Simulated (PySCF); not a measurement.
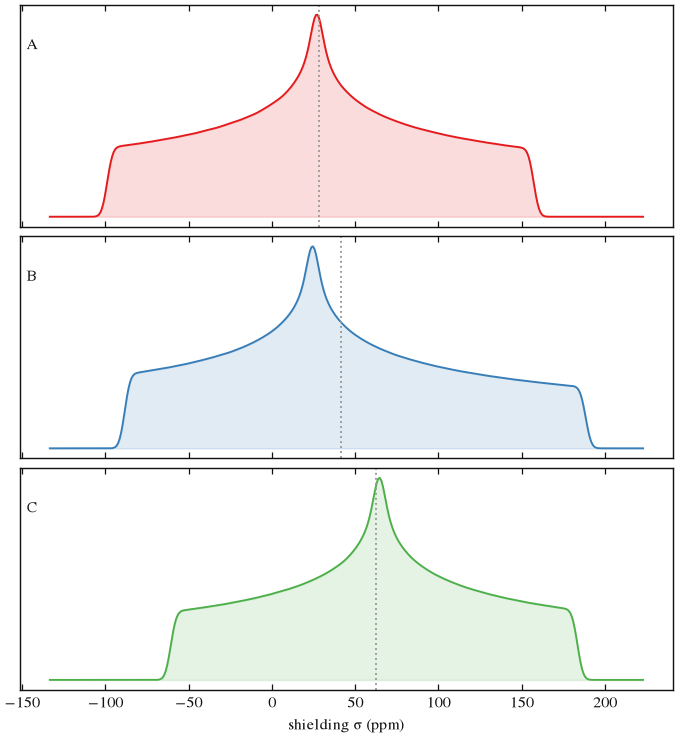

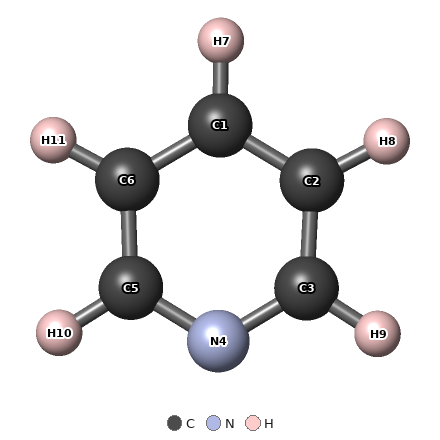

Static powder patterns (¹³C) from GIAO shielding tensors of C₅H₅N, SMILES c1ccncc1, HF/pcSseg-2, PySCF, at a PBE0-D3(BJ)/def2-SVP geometry (no frequency check); absolute shielding, one fixed geometry of the isolated molecule without any motion, no dipolar terms. The dotted line is the isotropic value; skew is 3(σiso − σ22)/span.

**The panels belong to C1, C5 and C6. Which is which?**

panel A: C5, σ11, σ22, σ33 = −99, 27, 157 ppm, isotropic 28, span 256 ppm, skew 0.02; panel B: C1, σ11, σ22, σ33 = −88, 24, 188 ppm, isotropic 41, span 277 ppm, skew 0.19; panel C: C6, σ11, σ22, σ33 = −61, 65, 184 ppm, isotropic 62, span 244 ppm, skew −0.03.
